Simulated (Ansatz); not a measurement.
Geometry relaxation, with input and output: Al₈O (part 2 of 3)

The same run, continued: Al₈O (slab, 9 atoms in the cell); DFT PBEsol, scalar-relativistic, plane waves, PAW, no spin polarisation (Ansatz 0.2.0); cutoff 420 eV, 12×12×1 k-mesh, Gaussian smearing of 0.1 eV. The structure derives from a Materials Project entry. The input holds or restrains some coordinates. Forces given for the steps count only the free coordinates. It belongs to a series of runs on one base structure; here: O put at a bridge Al-Al site.

Geometry of the input (Å; fractional positions):
```
2.8363  0.0000  0.0000
-1.4181  2.4563  0.0000
0.0000  0.0000  35.3138
Al 0.3333  0.6667  0.2407
Al 0.0000  0.0000  0.3067
Al 0.6667  0.3333  0.3727
Al 0.0000  0.0000  0.4387
Al 0.3333  0.6667  0.5042
Al 0.0000  0.0000  0.5704
Al 0.6667  0.3333  0.6368
Al 0.0000  0.0000  0.7041
O  0.5000  1.0000  0.7387
```

The program's output, continued
```
SCF iter   1: F=—  HF=-4758.639565 eV  |F-HF|=—  |Δ(HF+E_count)|=         —  Δρ=9.74e-3  dr2=2.95e-1  ethr=9.68e-4  p=-0.048 e·Å  D=-3.56e-2 V/Å  ΔV_dip=1.26 eV  dr2_dipole=4.60e-3  V_vac-E_F(+/−)=5.42/4.17 eV  ⟨swp⟩=1.2  Hψ=5318  notcnv=0  defer=100
efield: sawtooth ramp at fractional position 0.9697 (handed on by an earlier solve), width 0.0400; the density the first Hamiltonian is built on has a dipole p = -0.048 e·Å; the dipole correction subtracts the counter field D = -3.56e-2 V/Å, which shifts the + side's vacuum level by +1.26 eV against the − side's; the planar-averaged density in the ramp window peaks in size at 1.2e-6 e/Å³
preconditioner: auto → LDOS  [metal: Δε(μ)=0.099 eV  Ē_g=7.621 eV  σ=0.100 eV  W_gap=0.47  n_scr=20 (ndim 8)  ℏωp=12.5 eV  f_vac=0.408  D(μ)=3.04/eV (n_scr^D=16)  β→1.0]
SCF iter   2: F=—  HF=-4758.574740 eV  |F-HF|=—  |Δ(HF+E_count)|=   6.48e-2  Δρ=5.72e-3  dr2=9.37e-2  ethr=9.68e-4  p=-0.002 e·Å  D=-1.45e-3 V/Å  ΔV_dip=0.05 eV  dr2_dipole=1.28e-4  V_vac-E_F(+/−)=4.22/4.17 eV  ⟨swp⟩=2.8  Hψ=2079  notcnv=0  defer=102
SCF iter   3: F=—  HF=-4758.537983 eV  |F-HF|=—  |Δ(HF+E_count)|=   3.68e-2  Δρ=1.11e-3  dr2=2.56e-3  ethr=3.12e-4  p=-0.032 e·Å  D=-2.37e-2 V/Å  ΔV_dip=0.84 eV  dr2_dipole=7.28e-5  V_vac-E_F(+/−)=5.01/4.17 eV  ⟨swp⟩=2.5  Hψ=2131  notcnv=0  defer=105
SCF iter   4: F=—  HF=-4758.537034 eV  |F-HF|=—  |Δ(HF+E_count)|=   9.49e-4  Δρ=3.40e-4  dr2=2.21e-4  ethr=8.54e-6  p=-0.027 e·Å  D=-2.02e-2 V/Å  ΔV_dip=0.71 eV  dr2_dipole=3.75e-7  V_vac-E_F(+/−)=4.89/4.17 eV  ⟨swp⟩=3.2  Hψ=1790  notcnv=0  defer=105
SCF iter   5: F=-4758.536993 eV  HF=-4758.536995 eV  |F-HF|=2.40e-6  |Δ(HF+E_count)|=   3.86e-5  Δρ=4.79e-5  dr2=8.21e-6  ethr=3.33e-7  p=-0.028 e·Å  D=-2.04e-2 V/Å  ΔV_dip=0.72 eV  dr2_dipole=3.83e-7  V_vac-E_F(+/−)=4.90/4.18 eV  ⟨swp⟩=24.9  Hψ=12561  notcnv=0
SCF 5 converged in 5 iterations: F = -4758.536993 eV  dr2 = 8.21e-6
  greatest PAW one-centre occupation: 0.866 electrons in one spin orbital (limit 2), on the O atom at site 8 (counted from 0), in its partial waves of l = 0
relax step   5: F+E_penalty+E_count = -4758.53699289 eV  Δ(F+E_penalty+E_count) = -3.427e-1 eV  max|allowed force component| = 7.862e-1 eV/Å  Δτ_max = 0.2000 Å  (5 SCF iters, dr2 threshold 1.00e-4 eV, accepted)
SCF iter   1: F=—  HF=-4758.583032 eV  |F-HF|=—  |Δ(HF+E_count)|=         —  Δρ=4.62e-3  dr2=6.22e-2  ethr=2.63e-3  p=-0.028 e·Å  D=-2.04e-2 V/Å  ΔV_dip=0.72 eV  dr2_dipole=9.79e-3  V_vac-E_F(+/−)=4.91/4.19 eV  ⟨swp⟩=3.0  Hψ=2799  notcnv=0  defer=110
efield: sawtooth ramp at fractional position 0.9697 (handed on by an earlier solve), width 0.0400; the density the first Hamiltonian is built on has a dipole p = -0.028 e·Å; the dipole correction subtracts the counter field D = -2.04e-2 V/Å, which shifts the + side's vacuum level by +0.72 eV against the − side's; the planar-averaged density in the ramp window peaks in size at 2.5e-6 e/Å³
preconditioner: auto → LDOS  [metal: Δε(μ)=0.094 eV  Ē_g=7.634 eV  σ=0.100 eV  W_gap=0.47  n_scr=20 (ndim 8)  ℏωp=12.5 eV  f_vac=0.407  D(μ)=3.12/eV (n_scr^D=16)  β→1.0]
SCF iter   2: F=—  HF=-4758.565168 eV  |F-HF|=—  |Δ(HF+E_count)|=   1.79e-2  Δρ=2.18e-3  dr2=8.36e-3  ethr=2.07e-4  p=-0.032 e·Å  D=-2.39e-2 V/Å  ΔV_dip=0.84 eV  dr2_dipole=3.83e-6  V_vac-E_F(+/−)=5.02/4.18 eV  ⟨swp⟩=2.9  Hψ=2162  notcnv=0  defer=111
SCF iter   3: F=—  HF=-4758.561138 eV  |F-HF|=—  |Δ(HF+E_count)|=   4.03e-3  Δρ=2.70e-4  dr2=4.26e-4  ethr=2.79e-5  p=-0.033 e·Å  D=-2.46e-2 V/Å  ΔV_dip=0.87 eV  dr2_dipole=1.51e-4  V_vac-E_F(+/−)=5.05/4.18 eV  ⟨swp⟩=2.3  Hψ=1476  notcnv=0  defer=111
SCF iter   4: F=-4758.561085 eV  HF=-4758.561087 eV  |F-HF|=2.09e-6  |Δ(HF+E_count)|=   5.08e-5  Δρ=3.69e-5  dr2=4.29e-6  ethr=2.57e-7  p=-0.033 e·Å  D=-2.43e-2 V/Å  ΔV_dip=0.86 eV  dr2_dipole=1.65e-7  V_vac-E_F(+/−)=5.04/4.18 eV  ⟨swp⟩=23.1  Hψ=12480  notcnv=0
SCF 6 converged in 4 iterations: F = -4758.561085 eV  dr2 = 4.29e-6
  Residual-converged pass: ⟨swp⟩=1.0  Hψ=1206  notcnv=0  max |occ|·‖R‖ = 7.0e-9 eV (tolerance 1.0e-8 eV)  dr2=4.29e-6  dr2_onsite=5.65e-8  max |Δocc| = 7.4e-11
relax step   6: F+E_penalty+E_count = -4758.56108522 eV  Δ(F+E_penalty+E_count) = -2.409e-2 eV  max|allowed force component| = 3.273e-2 eV/Å  Δτ_max = 0.0939 Å  (4 SCF iters, dr2 threshold 7.72e-5 eV, accepted)
iter 1 solved again at ethr=1.48e-8 eV; its pass at ethr=3.10e-3 eV (dr2=4.44e-6 eV) is discarded
SCF iter   1: F=—  HF=-4758.561120 eV  |F-HF|=—  |Δ(HF+E_count)|=         —  Δρ=3.69e-5  dr2=4.44e-6  ethr=1.48e-8  p=-0.033 e·Å  D=-2.43e-2 V/Å  ΔV_dip=0.86 eV  dr2_dipole=2.73e-7  V_vac-E_F(+/−)=5.04/4.18 eV  ⟨swp⟩=1.0  Hψ=3096  notcnv=0
efield: sawtooth ramp at fractional position 0.9697 (handed on by an earlier solve), width 0.0400; the density the first Hamiltonian is built on has a dipole p = -0.033 e·Å; the dipole correction subtracts the counter field D = -2.43e-2 V/Å, which shifts the + side's vacuum level by +0.86 eV against the − side's; the planar-averaged density in the ramp window peaks in size at 2.4e-6 e/Å³
preconditioner: auto → LDOS  [metal: Δε(μ)=0.089 eV  Ē_g=7.625 eV  σ=0.100 eV  W_gap=0.44  n_scr=20 (ndim 8)  ℏωp=12.5 eV  f_vac=0.407  D(μ)=3.12/eV (n_scr^D=16)  β→1.0]
SCF iter   2: F=—  HF=-4758.561087 eV  |F-HF|=—  |Δ(HF+E_count)|=   3.24e-5  Δρ=2.00e-5  dr2=1.53e-6  ethr=1.48e-8  p=-0.033 e·Å  D=-2.45e-2 V/Å  ΔV_dip=0.86 eV  dr2_dipole=5.04e-10  V_vac-E_F(+/−)=5.05/4.18 eV  ⟨swp⟩=2.1  Hψ=1592  notcnv=0
iter 3 did not close the SCF: its close was put off until two iterations running show no level that it waits for move by more than its bar (scf_convergence_deferred on its scf_iter line)
SCF iter   3: F=-4758.561087 eV  HF=-4758.561087 eV  |F-HF|=4.03e-8  |Δ(HF+E_count)|=   3.37e-7  Δρ=3.28e-6  dr2=4.71e-8  ethr=3.33e-10  p=-0.033 e·Å  D=-2.44e-2 V/Å  ΔV_dip=0.86 eV  dr2_dipole=3.77e-9  V_vac-E_F(+/−)=5.04/4.18 eV  ⟨swp⟩=12.7  Hψ=8833  notcnv=0
iter 4 did not close the SCF: its close was put off until two iterations running show no level that it waits for move by more than its bar (scf_convergence_deferred on its scf_iter line)
SCF iter   4: F=-4758.561087 eV  HF=-4758.561087 eV  |F-HF|=8.73e-10  |Δ(HF+E_count)|=   5.56e-8  Δρ=1.05e-6  dr2=1.23e-8  ethr=1.57e-10  p=-0.033 e·Å  D=-2.44e-2 V/Å  ΔV_dip=0.86 eV  dr2_dipole=2.94e-9  V_vac-E_F(+/−)=5.04/4.18 eV  ⟨swp⟩=9.5  Hψ=7656  notcnv=0
SCF iter   5: F=-4758.561087 eV  HF=-4758.561087 eV  |F-HF|=2.36e-10  |Δ(HF+E_count)|=   1.16e-8  Δρ=1.96e-7  dr2=2.98e-10  ethr=4.11e-11  p=-0.033 e·Å  D=-2.44e-2 V/Å  ΔV_dip=0.86 eV  dr2_dipole=1.09e-10  V_vac-E_F(+/−)=5.04/4.18 eV  ⟨swp⟩=8.7  Hψ=6949  notcnv=0
SCF 7 converged in 5 iterations: F = -4758.561087 eV  dr2 = 2.98e-10
relax step   7: F+E_penalty+E_count = -4758.56108719 eV  Δ(F+E_penalty+E_count) = -1.970e-6 eV  max|allowed force component| = 3.253e-2 eV/Å  Δτ_max = 0.0000 Å  (5 SCF iters, accepted)
SCF iter   1: F=—  HF=-4758.564704 eV  |F-HF|=—  |Δ(HF+E_count)|=         —  Δρ=1.98e-3  dr2=8.32e-3  ethr=7.29e-4  p=-0.033 e·Å  D=-2.44e-2 V/Å  ΔV_dip=0.86 eV  dr2_dipole=8.63e-6  V_vac-E_F(+/−)=5.05/4.19 eV  ⟨swp⟩=2.2  Hψ=2651  notcnv=0  defer=115
efield: sawtooth ramp at fractional position 0.9697 (handed on by an earlier solve), width 0.0400; the density the first Hamiltonian is built on has a dipole p = -0.033 e·Å; the dipole correction subtracts the counter field D = -2.44e-2 V/Å, which shifts the + side's vacuum level by +0.86 eV against the − side's; the planar-averaged density in the ramp window peaks in size at 2.3e-6 e/Å³
preconditioner: auto → LDOS  [metal: Δε(μ)=0.093 eV  Ē_g=7.626 eV  σ=0.100 eV  W_gap=0.47  n_scr=20 (ndim 8)  ℏωp=12.5 eV  f_vac=0.407  D(μ)=3.16/eV (n_scr^D=16)  β→1.0]
SCF iter   2: F=—  HF=-4758.562102 eV  |F-HF|=—  |Δ(HF+E_count)|=   2.60e-3  Δρ=7.32e-4  dr2=1.14e-3  ethr=2.77e-5  p=-0.033 e·Å  D=-2.45e-2 V/Å  ΔV_dip=0.87 eV  dr2_dipole=1.07e-4  V_vac-E_F(+/−)=5.05/4.18 eV  ⟨swp⟩=2.8  Hψ=2071  notcnv=0  defer=115
SCF iter   3: F=—  HF=-4758.561625 eV  |F-HF|=—  |Δ(HF+E_count)|=   4.77e-4  Δρ=1.02e-4  dr2=3.78e-5  ethr=3.79e-6  p=-0.034 e·Å  D=-2.51e-2 V/Å  ΔV_dip=0.89 eV  dr2_dipole=8.06e-6  V_vac-E_F(+/−)=5.07/4.18 eV  ⟨swp⟩=2.1  Hψ=1354  notcnv=0  defer=115
SCF iter   4: F=—  HF=-4758.561665 eV  |F-HF|=—  |Δ(HF+E_count)|=   3.97e-5  Δρ=1.64e-5  dr2=7.83e-7  ethr=1.26e-7  p=-0.034 e·Å  D=-2.49e-2 V/Å  ΔV_dip=0.88 eV  dr2_dipole=1.26e-7  V_vac-E_F(+/−)=5.06/4.18 eV  ⟨swp⟩=2.7  Hψ=1653  notcnv=0  defer=115
SCF iter   5: F=—  HF=-4758.561665 eV  |F-HF|=—  |Δ(HF+E_count)|=   6.71e-8  Δρ=6.39e-6  dr2=1.29e-7  ethr=3.33e-10  p=-0.034 e·Å  D=-2.50e-2 V/Å  ΔV_dip=0.88 eV  dr2_dipole=4.06e-9  V_vac-E_F(+/−)=5.07/4.18 eV  ⟨swp⟩=20.8  Hψ=10551  notcnv=0
iter 6 did not close the SCF: its close was put off until two iterations running show no level that it waits for move by more than its bar (scf_convergence_deferred on its scf_iter line)
SCF iter   6: F=-4758.561665 eV  HF=-4758.561665 eV  |F-HF|=2.74e-8  |Δ(HF+E_count)|=   4.40e-8  Δρ=1.26e-6  dr2=4.71e-9  ethr=3.33e-10  p=-0.034 e·Å  D=-2.50e-2 V/Å  ΔV_dip=0.88 eV  dr2_dipole=1.49e-10  V_vac-E_F(+/−)=5.07/4.18 eV  ⟨swp⟩=11.5  Hψ=7322  notcnv=0
SCF iter   7: F=-4758.561665 eV  HF=-4758.561665 eV  |F-HF|=3.31e-9  |Δ(HF+E_count)|=   2.63e-8  Δρ=5.43e-7  dr2=7.33e-10  ethr=1.57e-11  p=-0.034 e·Å  D=-2.50e-2 V/Å  ΔV_dip=0.88 eV  dr2_dipole=1.25e-10  V_vac-E_F(+/−)=5.07/4.18 eV  ⟨swp⟩=9.0  Hψ=6986  notcnv=0
SCF 8 converged in 7 iterations: F = -4758.561665 eV  dr2 = 7.33e-10
relax step   8: F+E_penalty+E_count = -4758.56166477 eV  Δ(F+E_penalty+E_count) = -5.776e-4 eV  max|allowed force component| = 4.108e-3 eV/Å  Δτ_max = 0.0409 Å  (7 SCF iters, accepted)
SCF iter   1: F=—  HF=-4758.578550 eV  |F-HF|=—  |Δ(HF+E_count)|=         —  Δρ=4.53e-3  dr2=4.71e-2  ethr=1.63e-3  p=-0.034 e·Å  D=-2.50e-2 V/Å  ΔV_dip=0.88 eV  dr2_dipole=2.74e-3  V_vac-E_F(+/−)=5.07/4.19 eV  ⟨swp⟩=3.5  Hψ=3469  notcnv=0  defer=100
efield: sawtooth ramp at fractional position 0.9697 (handed on by an earlier solve), width 0.0400; the density the first Hamiltonian is built on has a dipole p = -0.034 e·Å; the dipole correction subtracts the counter field D = -2.50e-2 V/Å, which shifts the + side's vacuum level by +0.88 eV against the − side's; the planar-averaged density in the ramp window peaks in size at 2.3e-6 e/Å³
preconditioner: auto → LDOS  [insulator: Δε(μ)=0.105 eV  Ē_g=7.626 eV  σ=0.100 eV  W_gap=0.53  n_scr=20 (ndim 8)  ℏωp=12.5 eV  f_vac=0.407  D(μ)=3.20/eV (n_scr^D=16)  ε∞_Penn≈3.7  β→1.0]
SCF iter   2: F=—  HF=-4758.564864 eV  |F-HF|=—  |Δ(HF+E_count)|=   1.37e-2  Δρ=1.74e-3  dr2=1.45e-2  ethr=1.57e-4  p=-0.033 e·Å  D=-2.45e-2 V/Å  ΔV_dip=0.86 eV  dr2_dipole=5.96e-3  V_vac-E_F(+/−)=5.05/4.19 eV  ⟨swp⟩=2.4  Hψ=2028  notcnv=0  defer=113
SCF iter   3: F=—  HF=-4758.562154 eV  |F-HF|=—  |Δ(HF+E_count)|=   2.71e-3  Δρ=1.89e-4  dr2=8.77e-4  ethr=4.83e-5  p=-0.035 e·Å  D=-2.55e-2 V/Å  ΔV_dip=0.90 eV  dr2_dipole=5.20e-4  V_vac-E_F(+/−)=5.09/4.19 eV  ⟨swp⟩=2.1  Hψ=1256  notcnv=0  defer=113
SCF iter   4: F=—  HF=-4758.562167 eV  |F-HF|=—  |Δ(HF+E_count)|=   1.27e-5  Δρ=1.92e-4  dr2=5.90e-5  ethr=2.92e-6  p=-0.034 e·Å  D=-2.49e-2 V/Å  ΔV_dip=0.88 eV  dr2_dipole=6.20e-7  V_vac-E_F(+/−)=5.06/4.18 eV  ⟨swp⟩=2.2  Hψ=1338  notcnv=0  defer=113
SCF iter   5: F=—  HF=-4758.562178 eV  |F-HF|=—  |Δ(HF+E_count)|=   1.10e-5  Δρ=4.31e-5  dr2=3.65e-6  ethr=1.97e-7  p=-0.034 e·Å  D=-2.54e-2 V/Å  ΔV_dip=0.90 eV  dr2_dipole=3.03e-7  V_vac-E_F(+/−)=5.08/4.18 eV  ⟨swp⟩=2.2  Hψ=1573  notcnv=0  defer=113
SCF iter   6: F=—  HF=-4758.562177 eV  |F-HF|=—  |Δ(HF+E_count)|=   8.56e-7  Δρ=5.34e-6  dr2=1.18e-7  ethr=1.22e-8  p=-0.034 e·Å  D=-2.53e-2 V/Å  ΔV_dip=0.89 eV  dr2_dipole=4.94e-9  V_vac-E_F(+/−)=5.08/4.18 eV  ⟨swp⟩=2.4  Hψ=1558  notcnv=0  defer=113
SCF iter   7: F=-4758.562177 eV  HF=-4758.562177 eV  |F-HF|=2.54e-8  |Δ(HF+E_count)|=   1.17e-7  Δρ=2.43e-6  dr2=2.59e-8  ethr=3.33e-10  p=-0.034 e·Å  D=-2.53e-2 V/Å  ΔV_dip=0.89 eV  dr2_dipole=1.02e-8  V_vac-E_F(+/−)=5.08/4.18 eV  ⟨swp⟩=19.8  Hψ=9428  notcnv=0
SCF 9 converged in 7 iterations: F = -4758.562177 eV  dr2 = 2.59e-8
relax step   9: F+E_penalty+E_count = -4758.56217693 eV  Δ(F+E_penalty+E_count) = -5.122e-4 eV  max|allowed force component| = 1.538e-2 eV/Å  Δτ_max = 0.0920 Å  (7 SCF iters, accepted)
```

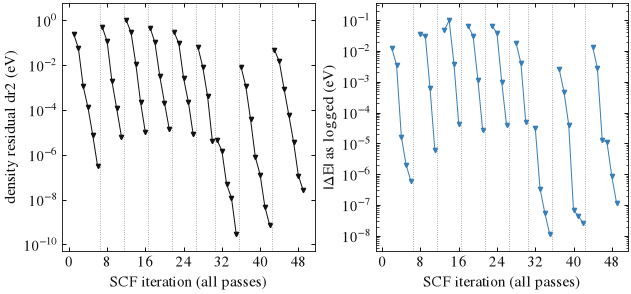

Fig. 1: Convergence of the self-consistent field: density residual dr2 and size of the energy change against the SCF iteration. The dotted lines part the SCF passes of the relaxation: geometry steps, rejected trials and re-solves on a re-selected basis. The 9 passes take 4 to 7 iterations each, 49 in all.

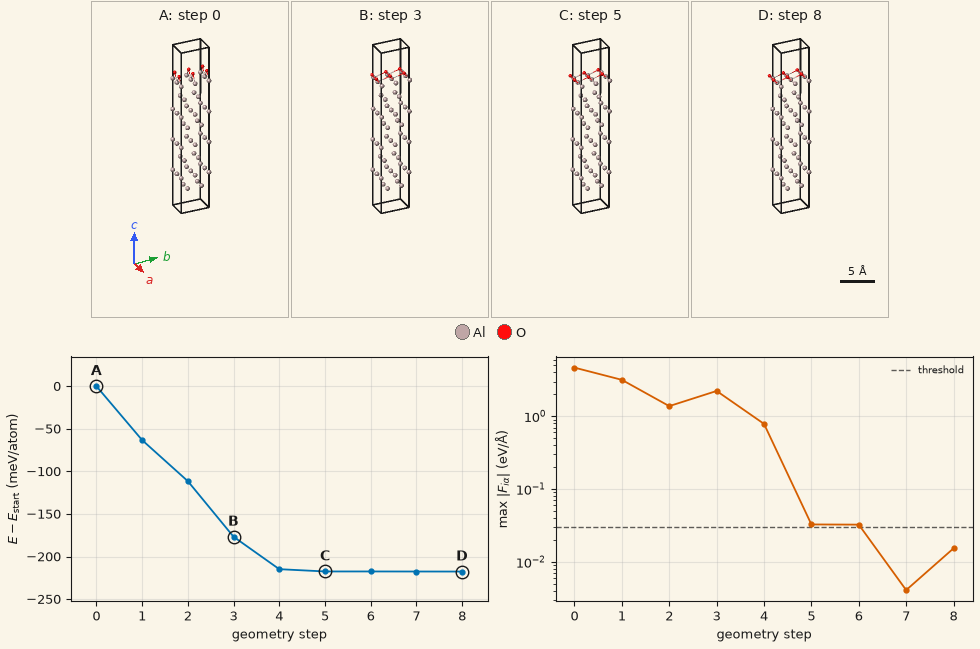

Fig. 2: Frames of the restrained relaxation (ball-and-stick view of the 2 × 2 repeat of the cell, with the vacuum cut short, seen slightly off an axis) above the curves, on which the letters mark them (the first geometry is step 0 here and step 1 in the log).

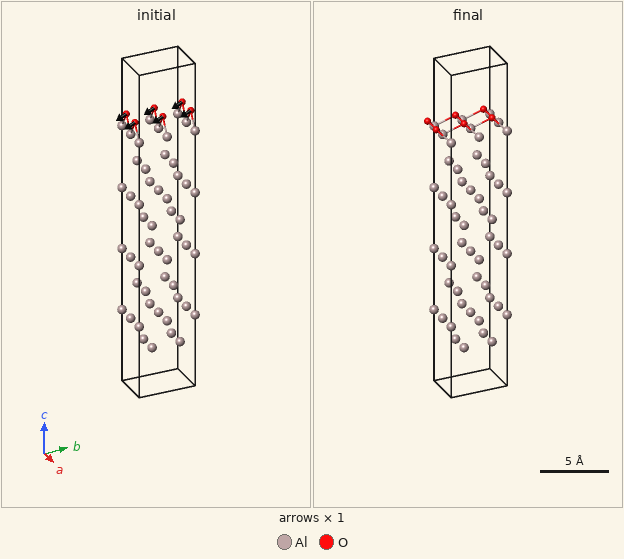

Fig. 3: Before (left) and after (right) the restrained relaxation, at one scale (ball-and-stick view of the 2 × 2 repeat of the cell, with the vacuum cut short, seen slightly off an axis). The black arrows give the displacements, at true length. O9 moves most: 0.96 Å. Largest moves by element: O 0.96 Å, Al 0.03 Å. The cell doesn't change. Among the contacts that change: Al8–O9 2.743 → 1.792 Å. New bonds form: Al8–O9 (2.74 → 1.79 Å). Among the angles that change: O9–Al8–O9 98.6° → 104.6°, Al8–O9–Al8 98.6° → 104.6°. The energy falls by 218 meV per atom in 8 geometry steps. The largest force component goes from 4.7 to 0.015 eV/Å. (Atoms are counted from 1 in the order of the input.)
